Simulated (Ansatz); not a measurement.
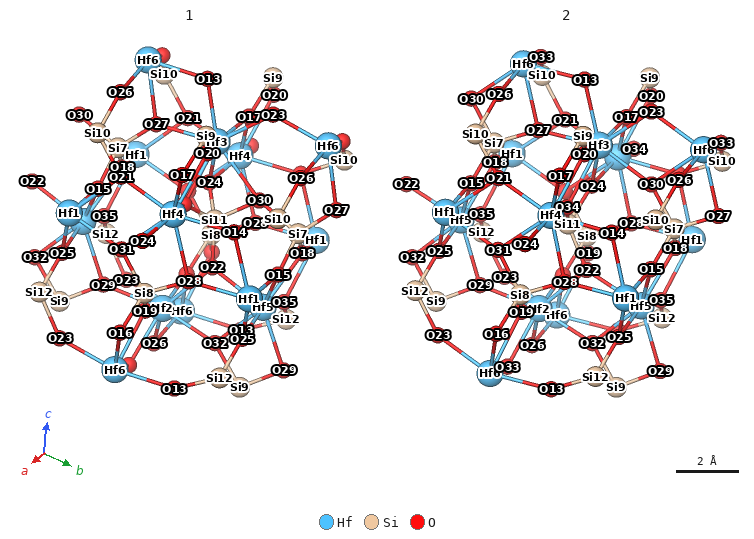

Two geometries of a defect cell of composition Hf6Si6O23 (cell charge +2), drawn at one scale. One is the start of a relaxation, the other its converged end. Style: ball-and-stick. Shown: the atoms within 5.8 Å of the atom that moves most (axes of the cell of the calculation (origin shifted)), slightly off an axis.

These are results of Ansatz 0.2.0, DFT PBEsol, scalar-relativistic, plane waves, PAW, not measurements. Set-up: plane-wave cutoff 420 eV; k-point mesh 2 × 2 × 2; occupations gaussian; smearing width 0.02 eV; collinear spin; atoms relaxed in a fixed cell; force threshold 0.03 eV/Å; at most 40 steps.

**Which one is relaxed?**

Structure 1 is the relaxed one. The largest move is that of Si11, 0.84 Å roughly along [0 3 1]. By element the largest moves are Si 0.84 Å, O 0.79 Å, Hf 0.21 Å. The cell stays as it was. Among the contacts that change: Si11–O30 3.298 → 1.739 Å, Hf6–O30 2.254 → 3.170 Å, Si7–Si11 3.650 → 2.868 Å, Hf3–Si11 2.990 → 2.668 Å. New bonds form, among them: Si11–O30 (3.30 → 1.74 Å). Bonds break, among them: Hf6–O30 (2.25 → 3.17 Å). Bond angles that change, for instance: Hf2–O22–Si11 109.4° → 135.4°, Hf5–O22–Si11 141.6° → 121.3°, Hf6–O27–Si7 98.4° → 118.3°. The energy falls by 1.982 eV per cell of the calculation in 11 geometry steps. Largest force component: 3.1 eV/Å at the start, 0.02 eV/Å at the end. The program noted that the starting moments weren't kept.

Limits of the set-up: the periodic images lie only 6.6 Å apart, so the values are limited by the cell's size; the cell is charged, on a uniform background, and energies carry no finite-size correction.
